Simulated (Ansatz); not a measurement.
System: Zr₂O₃, space group Pn-3m (No. 224) (one of a set of cubic test structures, which need not be the stable phase).

Method: equation of state of a cubic crystal from periodic Kohn-Sham density functional theory without spin, third-order Birch-Murnaghan fit to the free energies; pressure corrected for the finite basis (Ansatz 0.2.0 development build). Level: PBE.

- structure type: cubic X2O3
- atoms in cell: 10
- space group number: 224
- lattice centring: simple cubic
- k mesh: 11×11×11
- occupation method: Fermi–Dirac
- occupation width: 0.06123 eV
- wave cutoff: 700 eV
- datasets: hard PAW
- density tolerance: 1e−09 eV
- bands: 52
- density cutoff ratio: 4
- search for lower states: default

Predict the energy above the lowest point and pressure against volume. The volume takes the values 12.25, 12.51, 12.77, 13.03, 13.29 Å³/atom.

A third-order Birch–Murnaghan fit gives V0 = 13.03 Å³/atom, B0 = 197 GPa and B′ = 4.2. The energy above the lowest point is 32.0 meV/atom at volume 12.25 Å³/atom and 3.1 meV/atom at 13.29 Å³/atom; the lowest computed point is at volume 13.03 Å³/atom (0.0 meV/atom), and no other minimum shows among the points. The pressure falls from 13.9 GPa at volume 12.25 Å³/atom to −3.8 GPa at 13.29 Å³/atom, and changes sign near 13.03 Å³/atom.

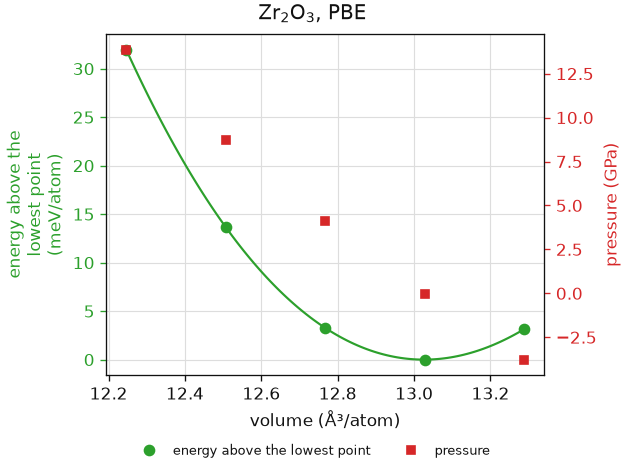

Caveats: cubic model structure, not the ambient form; modest k-mesh, values are not fully converged in k.
